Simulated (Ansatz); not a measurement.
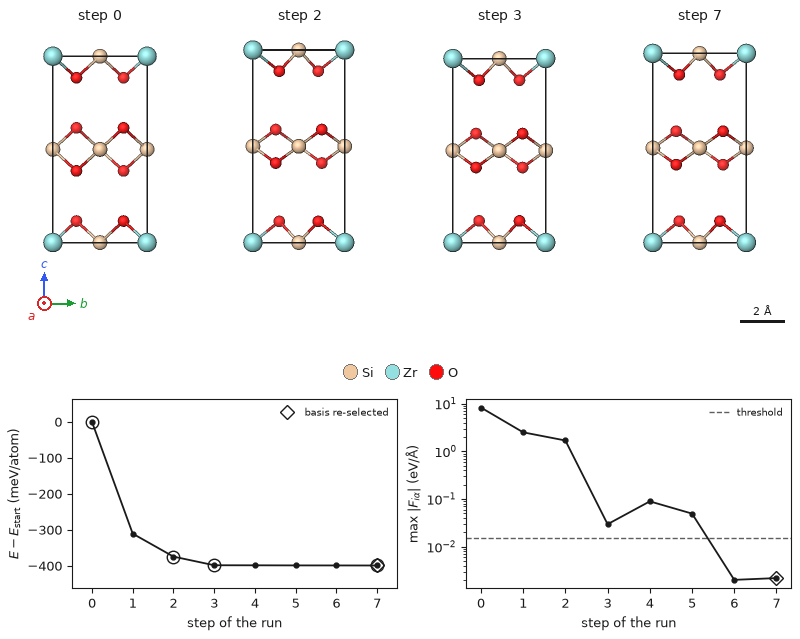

Frames of a relaxation of a crystal of ZrSi$_{3}$O$_{8}$ (set up in P-42m), marked on the history of the run. A ball-and-stick model of the cell of the calculation, seen along the a axis.

Case: 3 of 4 Zr sites taken by Si, cell and atoms relaxed.

The calculation used DFT PBE, scalar-relativistic, plane waves, PAW (Ansatz).

Input file:
```yaml
crystal:
  lattice:
    - [3.0327866224, -3.0327866224, 0.0]
    - [3.0327866224, 3.0327866224, 0.0]
    - [0.0, 0.0, 8.4855427347]
  atoms:
    - { symbol: Si, position: [0.5, 0.5, 0.0] }
    - { symbol: Zr, position: [0.0, 0.0, 0.0] }
    - { symbol: Si, position: [0.0, 0.5, 0.5] }
    - { symbol: Si, position: [0.5, 0.0, 0.5] }
    - { symbol: O, position: [0.25, 0.75, 0.3844956224] }
    - { symbol: O, position: [0.75, 0.25, 0.3844956224] }
    - { symbol: O, position: [0.25, 0.75, 0.8844956224] }
    - { symbol: O, position: [0.75, 0.25, 0.8844956224] }
    - { symbol: O, position: [0.25, 0.25, 0.6155043776] }
    - { symbol: O, position: [0.75, 0.75, 0.6155043776] }
    - { symbol: O, position: [0.25, 0.25, 0.1155043776] }
    - { symbol: O, position: [0.75, 0.75, 0.1155043776] }
basis:
  ecutwfc: 420
kpoints:
  mp_grid: { grid: [6, 6, 4] }
hamiltonian:
  xc: pbe
scf:
  occupations: { method: gaussian, width: 0.02 }
output:
  forces: true
  stress: true
  eigenvalues: true
relax:
  adjacent_minimum: "off"
  f_tol: 0.015
  max_steps: 60
  cell: { stress_tol: 0.15 }
```

Run as
```bash
ansatz run input.yaml --threads 2 --pin off --max-ram 5120MiB --backend cpu --events-out ev --progress --plain --runs-dir out
```

Q: What happens along the run?

A: The largest moves relative to the cell, 0.23 Å, are those of O5, O6, O9 and O10. O9 goes along −c. Si and Zr stay in place. The drawn cell changes at constant volume: a = b 4.289 → 4.256 Å (−0.8 %), c 8.486 → 8.615 Å (+1.5 %). Among the contacts that change: Si1–O11 1.806 → 1.634 Å, Zr2–O11 1.806 → 1.961 Å, Si3–O10 1.806 → 1.687 Å. Bond angles that change, for instance: O5–Si4–O6 114.2° → 126.3°, Si3–O9–Si4 114.2° → 126.3°, O7–Si1–O8 114.2° → 106.6°. The space group stays P-42m (No. 111). The energy falls by 399 meV per atom in 6 accepted moves (7 points after the start). The largest force component goes from 8.3 to 0.0022 eV/Å. Pressure: −4.50 GPa at the start and 0.00 GPa at the end. At 1 point the geometry stayed and the basis and grid were re-selected for the new cell (energy shift of 0.1 meV per atom at most each time). From step 0 to 2: O atoms move most (0.25 Å), volume −1.9 %, energy −374 meV per atom. From step 2 to 3: O atoms move most (0.07 Å), volume −2.3 %, energy −24.0 meV per atom. From step 3 to 7: O atoms move most (0.04 Å), volume +4.3 %, energy −0.7 meV per atom.

```json
{"step": "0", "E − E(0), meV/atom": "0.00", "largest force component, eV/Å": "8.3012", "pressure, GPa": "-4.50", "volume, Å³/atom": "13.008", "note": ""}
{"step": "1", "E − E(0), meV/atom": "-310.47", "largest force component, eV/Å": "2.5079", "pressure, GPa": "-11.42", "volume, Å³/atom": "13.662", "note": ""}
{"step": "2", "E − E(0), meV/atom": "-374.20", "largest force component, eV/Å": "1.6907", "pressure, GPa": "8.87", "volume, Å³/atom": "12.767", "note": ""}
{"step": "3", "E − E(0), meV/atom": "-398.19", "largest force component, eV/Å": "0.0296", "pressure, GPa": "2.12", "volume, Å³/atom": "12.470", "note": ""}
{"step": "4", "E − E(0), meV/atom": "-398.34", "largest force component, eV/Å": "0.0893", "pressure, GPa": "-0.57", "volume, Å³/atom": "13.063", "note": ""}
{"step": "5", "E − E(0), meV/atom": "-398.61", "largest force component, eV/Å": "0.0495", "pressure, GPa": "-0.35", "volume, Å³/atom": "13.023", "note": ""}
{"step": "6", "E − E(0), meV/atom": "-398.71", "largest force component, eV/Å": "0.0020", "pressure, GPa": "-0.01", "volume, Å³/atom": "13.006", "note": ""}
{"step": "7", "E − E(0), meV/atom": "-398.85", "largest force component, eV/Å": "0.0022", "pressure, GPa": "0.00", "volume, Å³/atom": "13.006", "note": "same geometry, new basis"}
```

Limits of the set-up: layers or molecules are held without a dispersion correction, so their spacing is unreliable.
